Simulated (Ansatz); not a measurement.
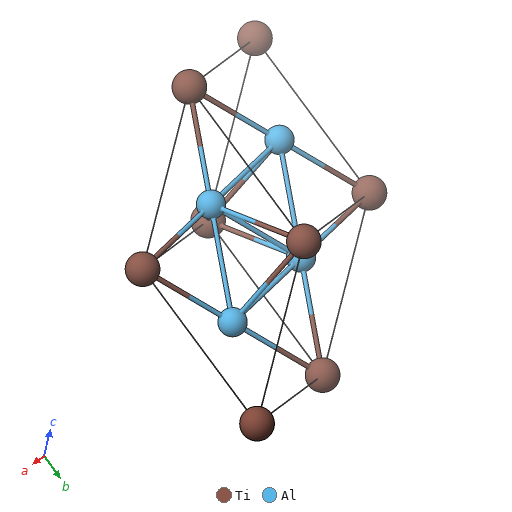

System: a slab cut from TiAl₃ (slab content Ti₄Al₁₂), space group I4/mmm (No. 139). The picture shows the bulk cell.

The given structure:
```xyz
4
Lattice="-1.9120 1.9120 4.2819 1.9120 -1.9120 4.2819 1.9120 1.9120 -4.2819" Properties=species:S:1:pos:R:3 pbc="T T T"
Ti    0.0000    0.0000    0.0000
Al    0.0000    0.0000    4.2819
Al    0.0000    1.9120    2.1410
Al    1.9120    0.0000    2.1410
```

One of the inputs:
```
crystal:
  lattice:
    - [3.8240007104, 0.0, 0.0]
    - [-1.9120003552, 4.6894073983, 0.0]
    - [0.0, 0.0, 28.0939088525]
  atoms:
    - { symbol: Al, position: [0.2915604286, 0.5831208571, 0.266961783] }
    - { symbol: Al, position: [0.5831208571, 0.1662417143, 0.2980335453] }
    - { symbol: Al, position: [0.8746812857, 0.7493625714, 0.3291053076] }
    - { symbol: Ti, position: [0.1662417143, 0.3324834286, 0.3601770698] }
    - { symbol: Al, position: [0.4578021429, 0.9156042857, 0.3912488321] }
    - { symbol: Al, position: [0.7493625714, 0.4987251429, 0.4223205943] }
    - { symbol: Al, position: [0.040923, 0.081846, 0.4533923566] }
    - { symbol: Ti, position: [0.3324834286, 0.6649668572, 0.4844641189] }
    - { symbol: Al, position: [0.6240438572, 0.2480877143, 0.5155358811] }
    - { symbol: Al, position: [0.9156042857, 0.8312085715, 0.5466076434] }
    - { symbol: Al, position: [0.2071647143, 0.4143294286, 0.5776794057] }
    - { symbol: Ti, position: [0.4987251429, 0.9974502858, 0.6087511679] }
    - { symbol: Al, position: [0.7902855715, 0.5805711429, 0.6398229302] }
    - { symbol: Al, position: [0.081846, 0.1636920001, 0.6708946924] }
    - { symbol: Al, position: [0.3734064286, 0.7468128572, 0.7019664547] }
    - { symbol: Ti, position: [0.6649668572, 0.3299337144, 0.733038217] }
basis:
  ecutwfc: 500
kpoints:
  mp_grid: { grid: [10, 8, 1] }
hamiltonian:
  xc: r2scan
scf:
  occupations: { method: gaussian, width: 0.1 }
output:
  forces: true
  eigenvalues: true
relax:
  adjacent_minimum: "off"
  f_tol: 0.02
  max_steps: 60
efield:
  axis: 3
  dipole_correction: true
  ramp_width: 0.04
```

Launched with:
```bash
ansatz run input.yaml --threads 2 --pin off --max-ram 5120MiB --backend cpu --events-out ev --progress --plain --runs-dir out
```

How it was computed, with Ansatz 0.2.0: spacing and rumpling of the atomic planes of a slab cut from the relaxed bulk cell along the Miller plane (conventional indices), bottom to top, after all atoms relax, plane waves with PAW datasets, Γ-centred k mesh. Level: r2SCAN, no spin polarisation.

space group in which the indices count 139; Miller index h 1; Miller index k 0; Miller index l 1; top plane Ti; bottom plane Al; planes 16; surface cell (1, 1); slab thickness as cut 13.09 Å; vacuum 15 Å; surface area 17.93 Å²; surface a 3.824 Å; surface b 5.064 Å; surface angle 112.2 °; slab atoms 16; wave cutoff 500 eV; k mesh 10×8×1; occupations Gaussian; smearing width 0.1 eV; boundary dipole corrected.

Predict the spacing change of each pair of planes. The cases: 1–2; 2–3; 3–4; 4–5; 5–6; 6–7; 7–8; 8–9; 9–10; 10–11; 11–12; 12–13; 13–14; 14–15; 15–16.

The least value, −0.246 Å, is that of 1–2, and the largest, 0.172 Å, that of 2–3. In rising order: 1–2 (−0.246), 15–16 (−0.201), 4–5 (−0.047), 3–4 (−0.021), 7–8 (−0.006), 10–11 (−0.001), 11–12 (−0.001), 9–10 (0.004), 8–9 (0.005), 6–7 (0.009), 12–13 (0.009), 13–14 (0.009), 5–6 (0.030), 14–15 (0.038), 2–3 (0.172), in Å. The spacing to next, in Å, is 0.627 for 1–2, 1.045 for 2–3, 0.851 for 3–4, 0.826 for 4–5, 0.903 for 5–6, 0.882 for 6–7, 0.866 for 7–8, 0.878 for 8–9, 0.877 for 9–10, 0.872 for 10–11, 0.872 for 11–12, 0.882 for 12–13, 0.882 for 13–14, 0.911 for 14–15 and 0.672 for 15–16. The content of the two planes is Al and Al for 1–2, Al and Al for 2–3, Al and Ti for 3–4, Ti and Al for 4–5, Al and Al for 5–6, Al and Al for 6–7, Al and Ti for 7–8, Ti and Al for 8–9, Al and Al for 9–10, Al and Al for 10–11, Al and Ti for 11–12, Ti and Al for 12–13, Al and Al for 13–14, Al and Al for 14–15 and Al and Ti for 15–16.

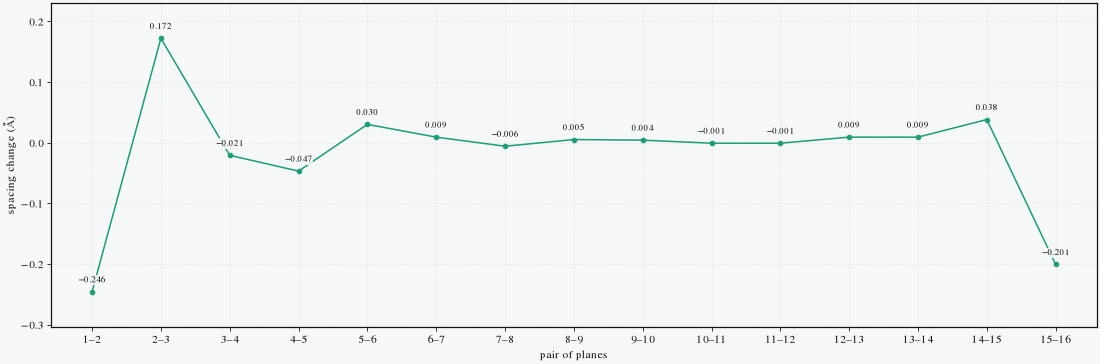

Note: k mesh lowers the symmetry; xc potential rough in thin density.
